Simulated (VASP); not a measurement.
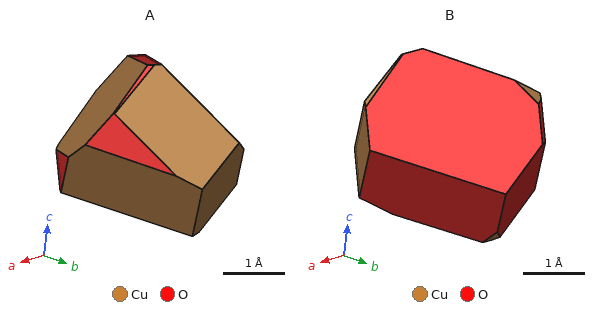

Computed Voronoi cells of the 2 sites of this structure, drawn to one scale and in one orientation; each face has the colour of the neighbour behind it.

CuO, space group Cc (No. 9), a = 4.689 Å, b = 3.427 Å, c = 5.132 Å, α = 90.00°, β = 99.65°, γ = 90.00°

```json
{"site": "Cu", "Wyckoff": "4a", "x": "0.2500", "y": "0.7532", "z": "0.5000"}
{"site": "O", "Wyckoff": "4a", "x": "0.4885", "y": "0.0829", "z": "0.7537"}
```

Source: an entry of the Crystallography Open Database, as set up for an electronic-structure calculation.

### Which cell belongs to which site?

A is O (12 faces above 1 % of the solid angle, 10.1 Å³, mostly facing Cu); B is Cu (8 faces above 1 % of the solid angle, 10.2 Å³, mostly facing O).
